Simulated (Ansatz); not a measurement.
Run report: Ni, geometry relaxation

Ni (Fm-3m, 4 atoms in the cell), computed with DFT PBE, scalar-relativistic, plane waves, PAW, spin-polarised (Ansatz 0.2.0).

The structure derives from an entry of the Crystallography Open Database. It belongs to a series of runs on one base structure; here: 0 of 4 Ni sites taken by Zn, cell and atoms relaxed. Figures and captions count atoms from 1; the log counts them from 0 in places.

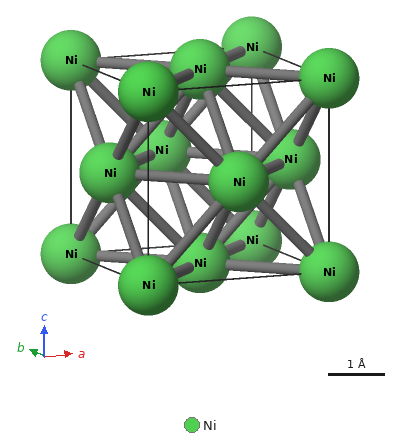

**Figure 1.** The input geometry (ball-and-stick view of the cell of the calculation, seen slightly off an axis). Near neighbours in the crystal (not all of them lie inside the picture): Ni has 12 Ni at 2.49 Å.

Input:
```yaml
crystal:
  lattice:
    - [3.5185213055, 0.0, 0.0]
    - [0.0, -3.5185213055, 0.0]
    - [0.0, 0.0, -3.5185213055]
  atoms:
    - { symbol: Ni, position: [0.0, 0.5, 0.5], spin: 0.75 }
    - { symbol: Ni, position: [0.5, 0.0, 0.5], spin: 0.75 }
    - { symbol: Ni, position: [0.5, 0.5, 0.0], spin: 0.75 }
    - { symbol: Ni, position: [0.0, 0.0, 0.0], spin: 0.75 }
basis:
  ecutwfc: 420
kpoints:
  mp_grid: { grid: [12, 12, 12] }
hamiltonian:
  xc: pbe
scf:
  occupations: { method: gaussian, width: 0.1 }
output:
  forces: true
  stress: true
  eigenvalues: true
  populations: true
magnetization:
  spin_polarized: true
relax:
  adjacent_minimum: "off"
  f_tol: 0.015
  max_steps: 60
  cell: { stress_tol: 0.15 }
```

Launch command:
```bash
ansatz run input.yaml --threads 1 --pin off --max-ram 2560MiB --backend cpu --events-out ev --progress --plain --runs-dir out
```

The program's output:
```
Engine: ansatz 0.2.0, aarch64-unknown-linux-gnu
Pseudopotentials: kind: paw
Pseudopotential: Ni, paw, valence charge 18, recommended cutoff 420 eV (normal), Ni.paw.azcp
Functional definition: PBE
  parameter kappa = 0.804
  parameter beta = 0.06672455060314922
  exchange = pbe_x(kappa = kappa, mu = beta*pi^2/3)
  correlation = pbe_c(beta = beta)
Crystal: 4 atoms, lattice volume = 43.559 Å³
Basis set: ecut = 420 eV, 847 PW (Γ), exchange–correlation on 48×48×48 points (8 copies of the dense FFT grid, shifted against one another)
Bands: 45, of which v1, the nominal top of the filled ones, is band 36 counted from 1 (35 counted from 0)
Symmetry: 192 space group operations
Space group: Fm-3m (ITA 225), of the structure as read, at distance tolerance 3.5e-5 Å
Magnetic group: BNS 225.116 (UNI 1618), of the structure as read, at distance tolerance 3.5e-5 Å
k-points: 84 of 1728
Non-local potential: Ni, projectors of the file, l = 0: 3, l = 1: 2, l = 2: 3, l = 3: 1
PAW form: soft (Blöchl's): semilocal exchange-correlation on the pseudo side does not see the compensation charge
PAW one-centre angular grid: Ni, 590 points (default); XC on 64 Gauss nodes
Initial density: superposition of atomic densities (chi_scale 0.1, normalization cell)
Starting moments: Σ|m| = 3 μB on 4 of 4 sites
Initial wavefunctions: pseudopotential atomic-orbital guess
Functional: x = pbe(κ = 0.804, μ = 0.2195149727645171), c = pbe(β = 0.06672455060314922)
iter 1 solved again at ethr=2.65e-3 eV; its pass at ethr=3.10e-3 eV (dr2=1.91e0 eV) is discarded
SCF iter   1: F=—  HF=-23355.675895 eV  |F-HF|=—  |Δ(HF+E_count)|=         —  Δρ=6.62e-2 (↑1.95e-2 ↓6.62e-2)  dr2=1.91e0  dr2_m=2.29e-1  M=3.057 μB ∫|m|=3.234 μB  β_m=0.30  ethr=2.65e-3  ⟨swp⟩=1.6  Hψ=32197  notcnv=0
Mixer restart at iter 1: flushing history
preconditioner: auto → Kerker (q_TF=auto, 2.967 Å⁻¹)  [metal: Δε(μ)=0.001 eV  Ē_g=8.395 eV  σ=0.100 eV  W_gap=0.00  n_scr=18 (ndim 8)  ℏωp=35.6 eV  f_vac=0.000  D(μ)=6.76/eV (n_scr^D=92)]
spin=Collinear: Kerker preconditioning applied to the charge; magnetization (m = ρ↑ − ρ↓) channel mixes plain (no charge-response kernel on spin).
SCF iter   2: F=—  HF=-23355.543562 eV  |F-HF|=—  |Δ(HF+E_count)|=   1.32e-1  Δρ=2.33e-2 (↑2.33e-2 ↓1.61e-2)  dr2=5.19e-2  dr2_m=1.00e-1  M=2.959 μB ∫|m|=3.191 μB  β_m=0.31  ethr=2.65e-3  ⟨swp⟩=2.0  Hψ=11616  notcnv=0
SCF iter   3: F=—  HF=-23356.779350 eV  |F-HF|=—  |Δ(HF+E_count)|=         —  Δρ=2.07e-2 (↑2.07e-2 ↓9.98e-3)  dr2=9.27e-2  dr2_m=3.90e-2  M=2.889 μB ∫|m|=3.161 μB  β_m=0.31  ethr=7.21e-5  ⟨swp⟩=2.0  Hψ=13372  notcnv=0  defer=367
Mixer restart at iter 3: flushing history
SCF iter   4: F=—  HF=-23357.631872 eV  |F-HF|=—  |Δ(HF+E_count)|=   8.53e-1  Δρ=1.58e-2 (↑1.58e-2 ↓9.43e-3)  dr2=1.01e-1  dr2_m=1.25e-2  M=2.826 μB ∫|m|=3.122 μB  β_m=0.65  ethr=7.21e-5  ⟨swp⟩=2.3  Hψ=12509  notcnv=0  defer=371
SCF iter   5: F=—  HF=-23358.746456 eV  |F-HF|=—  |Δ(HF+E_count)|=    1.11e0  Δρ=9.01e-3 (↑6.53e-3 ↓9.01e-3)  dr2=7.17e-2  dr2_m=1.63e-3  M=2.720 μB ∫|m|=3.057 μB  β_m=0.83  ethr=7.21e-5  ⟨swp⟩=2.0  Hψ=14487  notcnv=0  defer=378
SCF iter   6: F=—  HF=-23358.874544 eV  |F-HF|=—  |Δ(HF+E_count)|=   1.28e-1  Δρ=6.14e-3 (↑1.96e-3 ↓6.14e-3)  dr2=1.68e-2  dr2_m=2.72e-3  M=2.674 μB ∫|m|=3.026 μB  β_m=0.74  ethr=7.21e-5  ⟨swp⟩=2.2  Hψ=10420  notcnv=0  defer=378
SCF iter   7: F=—  HF=-23358.898314 eV  |F-HF|=—  |Δ(HF+E_count)|=   2.38e-2  Δρ=1.98e-3 (↑1.98e-3 ↓9.70e-4)  dr2=3.92e-4  dr2_m=6.61e-4  M=2.653 μB ∫|m|=3.013 μB  β_m=0.72  ethr=2.33e-5  ⟨swp⟩=2.0  Hψ=11361  notcnv=0  defer=390
SCF iter   8: F=—  HF=-23358.897991 eV  |F-HF|=—  |Δ(HF+E_count)|=   3.23e-4  Δρ=2.86e-3 (↑9.89e-4 ↓2.86e-3)  dr2=3.79e-3  dr2_m=4.56e-4  M=2.642 μB ∫|m|=3.004 μB  β_m=0.72  ethr=5.44e-7  ⟨swp⟩=2.0  Hψ=13826  notcnv=0  defer=390
SCF iter   9: F=—  HF=-23358.899414 eV  |F-HF|=—  |Δ(HF+E_count)|=   1.42e-3  Δρ=5.24e-4 (↑2.59e-4 ↓5.24e-4)  dr2=1.71e-4  dr2_m=9.18e-6  M=2.636 μB ∫|m|=3.000 μB  β_m=0.86  ethr=5.44e-7  ⟨swp⟩=2.0  Hψ=13246  notcnv=0  defer=390
SCF iter  10: F=—  HF=-23358.899489 eV  |F-HF|=—  |Δ(HF+E_count)|=   7.49e-5  Δρ=2.81e-5 (↑2.15e-5 ↓2.81e-5)  dr2=8.78e-7  dr2_m=1.42e-8  M=2.634 μB ∫|m|=2.999 μB  β_m=0.93  ethr=2.38e-7  ⟨swp⟩=2.0  Hψ=10595  notcnv=0  defer=390
SCF iter  11: F=—  HF=-23358.899489 eV  |F-HF|=—  |Δ(HF+E_count)|=   4.59e-7  Δρ=1.41e-5 (↑5.41e-6 ↓1.41e-5)  dr2=8.40e-8  dr2_m=1.33e-8  M=2.634 μB ∫|m|=2.998 μB  β_m=0.96  ethr=1.22e-9  ⟨swp⟩=2.2  Hψ=12713  notcnv=0  defer=390
SCF iter  12: F=-23358.899489 eV  HF=-23358.899489 eV  |F-HF|=3.15e-8  |Δ(HF+E_count)|=   2.26e-8  Δρ=8.49e-6 (↑4.25e-6 ↓8.49e-6)  dr2=4.26e-8  dr2_m=2.13e-9  M=2.634 μB ∫|m|=2.998 μB  ethr=1.17e-10  ⟨swp⟩=7.3  Hψ=29107  notcnv=0
SCF 1 converged in 12 iterations: F = -23358.899489 eV  dr2 = 4.26e-8
  greatest PAW one-centre occupation: 1.001 electrons in one spin orbital (limit 2), on the Ni atom at site 3 (counted from 0), in its partial waves of l = 1
relax step   1: F+E_penalty+E_count = -23358.89948896 eV  Δ(F+E_penalty+E_count) = +0.000e0 eV  max|allowed force component| = 1.266e-29 eV/Å  Δτ_max = 0.0000 Å  P = +0.126 GPa  Ω = 43.559 Å³  (12 SCF iters, dr2 threshold 1.00e-7 eV, accepted)
Initial density: handed on by an earlier stage of this run
Starting moments: Σ|m| = 3 μB on 4 of 4 sites; this step starts from the density that it was given
Initial wavefunctions: pseudopotential atomic-orbital guess (no wavefunctions were taken with the density)
iter 1 solved again at ethr=1.45e-9 eV; its pass at ethr=3.10e-3 eV (dr2=1.05e-6 eV) is discarded
SCF iter   1: F=—  HF=-23358.899490 eV  |F-HF|=—  |Δ(HF+E_count)|=         —  Δρ=3.52e-6 (↑2.45e-6 ↓3.52e-6)  dr2=9.78e-9  dr2_m=1.52e-10  M=2.634 μB ∫|m|=2.998 μB  β_m=0.65  ethr=1.45e-9  ⟨swp⟩=4.6  Hψ=51886  notcnv=0
preconditioner: auto → none  [metal: Δε(μ)=0.004 eV  Ē_g=9.046 eV  σ=0.100 eV  W_gap=0.03  n_scr=6 (ndim 8)  ℏωp=35.6 eV  f_vac=0.000  D(μ)=6.78/eV (n_scr^D=92)]
SCF iter   2: F=—  HF=-23358.899489 eV  |F-HF|=—  |Δ(HF+E_count)|=   1.30e-6  Δρ=3.41e-6 (↑3.41e-6 ↓2.71e-6)  dr2=7.70e-9  dr2_m=5.22e-11  M=2.634 μB ∫|m|=2.998 μB  β_m=0.34  ethr=1.36e-11  ⟨swp⟩=2.0  Hψ=13565  notcnv=0
SCF iter   3: F=—  HF=-23358.899489 eV  |F-HF|=—  |Δ(HF+E_count)|=   4.09e-9  Δρ=1.34e-6 (↑5.61e-7 ↓1.34e-6)  dr2=9.17e-10  dr2_m=1.21e-10  M=2.634 μB ∫|m|=2.998 μB  β_m=0.48  ethr=1.07e-11  ⟨swp⟩=2.1  Hψ=11158  notcnv=0
SCF iter   4: F=—  HF=-23358.899489 eV  |F-HF|=—  |Δ(HF+E_count)|=   1.75e-9  Δρ=5.69e-7 (↑4.44e-7 ↓5.69e-7)  dr2=9.51e-12  dr2_m=1.00e-10  M=2.634 μB ∫|m|=2.998 μB  β_m=0.74  ethr=1.27e-12  ⟨swp⟩=2.0  Hψ=10761  notcnv=0
SCF iter   5: F=-23358.899489 eV  HF=-23358.899489 eV  |F-HF|=1.31e-10  |Δ(HF+E_count)|=  5.28e-10  Δρ=7.65e-7 (↑7.65e-7 ↓2.24e-7)  dr2=1.37e-10  dr2_m=6.55e-11  M=2.634 μB ∫|m|=2.998 μB  ethr=1.00e-12  ⟨swp⟩=2.2  Hψ=22486  notcnv=0
SCF 2 converged in 5 iterations: F = -23358.899489 eV  dr2 = 1.37e-10
relax step   2: F+E_penalty+E_count = -23358.89948899 eV  Δ(F+E_penalty+E_count) = -2.444e-8 eV  max|allowed force component| = 1.390e-29 eV/Å  Δτ_max = 0.0000 Å  P = +0.127 GPa  Ω = 43.559 Å³  stress off target by 1.27e-1 GPa  SCF on the basis re-selected at this cell (its energy is not comparable with the rows above)  (5 SCF iters)
```

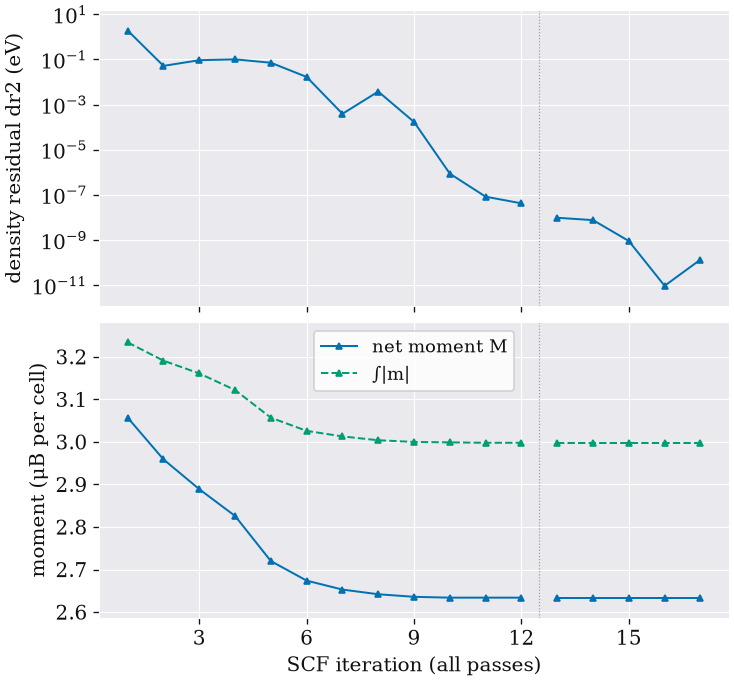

**Figure 2.** Convergence of the self-consistent field: density residual dr2 and magnetic moment against the SCF iteration. The dotted lines part the SCF passes of the relaxation: geometry steps, rejected trials and re-solves on a re-selected basis. The passes take 12 and 5 iterations. The net moment goes from 3.1 to 2.6 μB per cell.

```
basis re-selected at this cell: Δ(F+E_penalty+E_count) = -2.444e-8 eV, ΔP = +0.001 GPa vs the last step (what re-selecting the basis moved, of the pressure what is left beyond the Pulay correction that the steps carried, after the strain that the cell walked since its last selection, with what the two solves' SCF thresholds leave and, on support functions, any second-order correction that the steps lacked; it is no measure of the basis error at this ecutwfc). This SCF's stress stands 1.27e-1 GPa from its target on what of the cell is left free (relax.cell.stress_tol is 1.50e-1 GPa) and its largest allowed force component is 1.39e-29 eV/Å (relax.f_tol is 1.50e-2 eV/Å): within both
SCF converged after 5 iterations
Magnetization: 2.6340 μB (37.3170 up, 34.6830 down)
Absolute magnetization: 3.0017 μB (∫|ρ↑−ρ↓|, with the PAW one-centre terms)
Spin contamination: 0.0295 ħ² per cell (⟨S²⟩ above its minimum at these occupations)
Per-site moments (μB) at R_I (Å): [(0.6973843562715344, 1.0262877383832125), (0.6973843562715344, 1.0262877383832125), (0.6973843562715344, 1.0262877383832125), (0.6973843562715344, 1.0262877383832125)]
Free energy (F): -23358.899489 eV
Harris-Foulkes:  -23358.899489 eV  (|F-HF|=1.31e-10)
Internal energy: -23358.865581 eV  (E = F + TS)
E sigma→0 (E₀):  -23358.882535 eV
Entropy (-TS):   -0.033908 eV (-8.477 meV/atom)
Fermi energy:    18.171372 eV
--- Per-component energies (eV) ---
  E_band       = -1139.004129
  E_kinetic    = 1128.182275
  E_local      = -13753.132205  (includes V_loc(G=0)·N_el)
  E_nonlocal   = 2541.877388
  E_hartree    = 5740.512605
  E_xc         = -339.191489
  E_vxc        = -437.386231  (∫ρ·V_xc dr)
  E_paw        = -6518.255434  (= ΣΔE_a)
  E_vpaw       = -2099.574687  (= ΣTr[D̂ρ^β])
  E_aug_tail   = 0.002344  (compensation charges beyond the density's cutoff)
  E_ewald      = -12158.861064
  E_smearing   = -0.033908  (= −TS)
  E_closure    = 0.000000  (closes the sum)
  Σ components = -23358.899489   (vs F -23358.899489, Δ=0.00e0)
--- Forces (eV/Å), atoms counted from 1 ---
  atom   1  Ni     0.00000000    -0.00000000     0.00000000
  atom   2  Ni     0.00000000    -0.00000000     0.00000000
  atom   3  Ni     0.00000000    -0.00000000     0.00000000
  atom   4  Ni     0.00000000    -0.00000000     0.00000000
  max |Σ_I F_I| component: 1.46e-28 eV/Å
--- Stress (GPa, compression-positive) ---
        0.127125      -0.000000      -0.000000
        0.000000       0.127125      -0.000000
       -0.000000       0.000000       0.127125
  P = ⅓ Tr σ = 0.1271 GPa (1.271 kbar)
--- Band table (eV; the first three rows and the last of 168) ---
  k-point 0 ↑: bands = ["-85.5336", "-85.4892", "-85.4892", "-85.4892", "-45.9963", "-45.9963", "-45.9963", "-45.8721", "-45.8721", "-45.8721", "-45.8721", "-45.8721", "-45.8721", "-45.7905", "-45.7905", "-45.7905", "9.0418", "13.4525", "13.4525", "13.4525", "13.9062", "13.9062", "13.9062", "15.6819", "15.6819", "15.6819", "16.8756", "16.8756", "17.5906", "17.5906", "17.5906", "17.6585", "17.6585", "17.6585", "17.6585", "17.6585", "17.6585", "20.5074", "20.5074", "20.5074", "27.2900", "27.2900", "27.2900", "32.8848", "32.8848"]
  k-point 1 ↑: bands = ["-85.5328", "-85.4899", "-85.4892", "-85.4892", "-45.9942", "-45.9942", "-45.9929", "-45.8742", "-45.8742", "-45.8722", "-45.8722", "-45.8707", "-45.8707", "-45.7942", "-45.7919", "-45.7919", "9.1325", "13.4583", "13.5000", "13.5000", "13.9342", "13.9368", "13.9368", "15.6491", "15.7074", "15.7074", "16.8452", "16.8874", "17.4492", "17.4492", "17.5511", "17.5511", "17.5780", "17.6129", "17.6129", "17.6586", "17.6586", "20.0292", "20.7929", "20.7929", "27.3124", "27.3124", "27.9282", "32.3363", "32.3363"]
  k-point 2 ↑: bands = ["-85.5306", "-85.4922", "-85.4892", "-85.4892", "-45.9880", "-45.9880", "-45.9830", "-45.8804", "-45.8804", "-45.8725", "-45.8725", "-45.8666", "-45.8666", "-45.8048", "-45.7960", "-45.7960", "9.4024", "13.4588", "13.6358", "13.6358", "14.0165", "14.0290", "14.0290", "15.5535", "15.7833", "15.7833", "16.7578", "16.9221", "16.9793", "16.9793", "17.4365", "17.4365", "17.4825", "17.4825", "17.5413", "17.6588", "17.6588", "18.9695", "21.4905", "21.4905", "27.3820", "27.3820", "29.4771", "31.1568", "31.1568"]
  k-point 83 ↓: bands = ["-84.6229", "-84.6229", "-84.6229", "-84.6229", "-45.1589", "-45.1589", "-45.1589", "-45.1589", "-44.9658", "-44.9658", "-44.9658", "-44.9658", "-44.9658", "-44.9658", "-44.9658", "-44.9658", "13.6998", "13.6998", "13.6998", "13.6998", "16.3560", "16.3560", "16.3560", "16.3560", "16.3560", "16.3560", "16.3560", "16.3560", "17.7057", "17.7057", "17.7057", "17.7057", "18.3340", "18.3340", "18.3340", "18.3340", "18.3340", "18.3340", "18.3340", "18.3340", "24.1974", "24.1974", "24.1974", "24.1974", "40.0320"]
--- Relaxed structure (1 steps of the walk, 1 accepted, 1 SCFs on fresh bases) ---
  F+E_penalty+E_count = -23358.89948899 eV   max|allowed force component| = 1.390e-29 eV/Å   (the final SCF, on the basis selected at the relaxed cell)
  cell:  # Å, volume = 43.5593 Å³
    - [3.5185213055, 0.0, 0.0]
    - [0.0, -3.5185213055, 0.0]
    - [0.0, 0.0, -3.5185213055]
  atoms:
    - { symbol: Ni, position: [0.0, 0.5, 0.5] }
    - { symbol: Ni, position: [0.5, 0.0, 0.5] }
    - { symbol: Ni, position: [0.5, 0.5, 0.0] }
    - { symbol: Ni, position: [0.0, 0.0, 0.0] }
--- Löwdin populations: 4 sites ---
  site symbol       q [e]    m [muB]
     0     Ni     17.7778     0.6886
     1     Ni     17.7778     0.6886
     2     Ni     17.7778     0.6886
     3     Ni     17.7778     0.6886
  spilling = 0.012344 (of n_electrons = 72.000000)
```

File populations.tsv:
```
# site	symbol	l	j	q_up	q_dn
# orbitals = lowdin
# n_electrons = 72.000000
# spilling = 0.012344
0	Ni	0_3S	-	0.998000	0.998074
0	Ni	0_4S	-	0.473159	0.484454
0	Ni	1_3P	-	2.999095	2.999057
0	Ni	2_3D	-	4.762965	4.063004
1	Ni	0_3S	-	0.998000	0.998074
1	Ni	0_4S	-	0.473159	0.484454
1	Ni	1_3P	-	2.999095	2.999057
1	Ni	2_3D	-	4.762965	4.063004
2	Ni	0_3S	-	0.998000	0.998074
2	Ni	0_4S	-	0.473159	0.484454
2	Ni	1_3P	-	2.999095	2.999057
2	Ni	2_3D	-	4.762965	4.063004
3	Ni	0_3S	-	0.998000	0.998074
3	Ni	0_4S	-	0.473159	0.484454
3	Ni	1_3P	-	2.999095	2.999057
3	Ni	2_3D	-	4.762965	4.063004
```

Trajectory as extended XYZ (Å, eV, eV/Å), 2 frames, from step=1 to step=2:
```
4
Lattice="3.5185 0.0000 0.0000 0.0000 -3.5185 0.0000 0.0000 0.0000 -3.5185" Properties=species:S:1:pos:R:3:forces:R:3 step=1 energy=-23358.89949 pressure_GPa=0.13
Ni    0.0000   -1.7593   -1.7593    0.0000   0.0000   0.0000
Ni    1.7593    0.0000   -1.7593    0.0000   0.0000   0.0000
Ni    1.7593   -1.7593    0.0000    0.0000   0.0000   0.0000
Ni    0.0000    0.0000    0.0000    0.0000   0.0000   0.0000
4
Lattice="3.5185 0.0000 0.0000 0.0000 -3.5185 0.0000 0.0000 0.0000 -3.5185" Properties=species:S:1:pos:R:3:forces:R:3 step=2 energy=-23358.89949 pressure_GPa=0.13
Ni    0.0000   -1.7593   -1.7593    0.0000   0.0000   0.0000
Ni    1.7593    0.0000   -1.7593    0.0000   0.0000   0.0000
Ni    1.7593   -1.7593    0.0000    0.0000   0.0000   0.0000
Ni    0.0000    0.0000    0.0000    0.0000   0.0000   0.0000
```

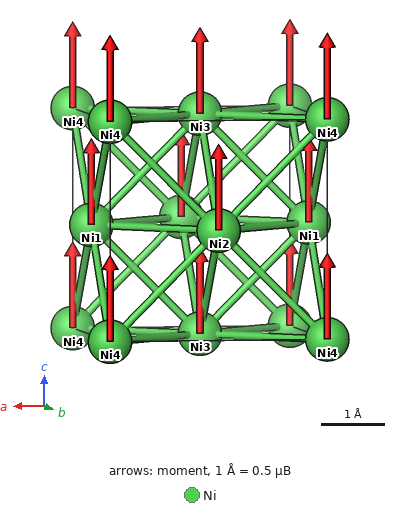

**Figure 3.** Magnetic moments of the sites as red arrows (ball-and-stick view of the cell of the calculation, seen at an oblique angle; atoms are numbered from 1 in the order of the input); small moments hardly show. The run is collinear, so the axis drawn is arbitrary. Site moments: all 4 Ni atoms (0.70 μB). They are counted near the atoms and needn't add up to the moment of the cell.

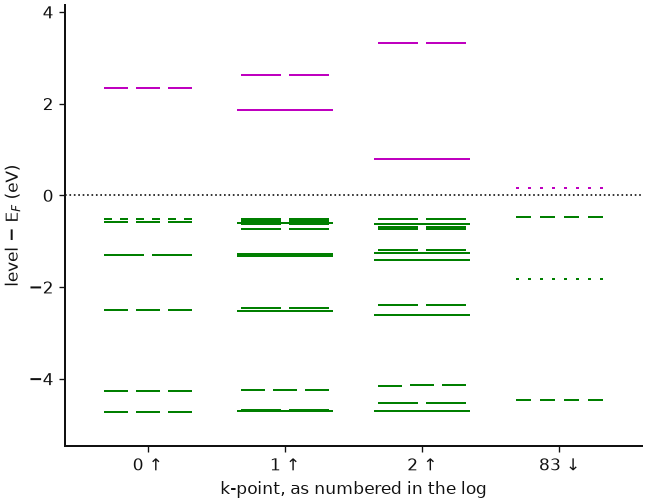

**Figure 4.** Kohn–Sham levels near the Fermi level (dotted) at the few k-points that the log prints; levels within 0.02 eV of each other stand side by side. The system is metallic on the full mesh.

Summary:

```json
{"quantity": "outcome", "value": "converged"}
{"quantity": "space group (tolerance 0.01 Å)", "value": "Fm-3m (225)"}
{"quantity": "electrons treated", "value": "72"}
{"quantity": "free energy", "value": "−23358.8995 eV"}
{"quantity": "Fermi energy", "value": "18.171 eV"}
{"quantity": "gap on the k-point mesh", "value": "none (metallic)"}
{"quantity": "net moment of the cell", "value": "2.63 μB"}
{"quantity": "integrated absolute moment", "value": "3.00 μB"}
{"quantity": "pressure", "value": "0.13 GPa"}
{"quantity": "final volume", "value": "43.56 Å³"}
{"quantity": "largest force (length of the vector) at the end", "value": "under 0.001 eV/Å"}
{"quantity": "final cell", "value": "a = 3.519 Å, b = 3.519 Å, c = 3.519 Å, α = 90.00°, β = 90.00°, γ = 90.00°"}
{"quantity": "hardware", "value": "1 thread of Arm Neoverse V2, 240 GiB of memory available, shared host"}
{"quantity": "wall time", "value": "49 s"}
{"quantity": "peak memory", "value": "0.57 GiB"}
```
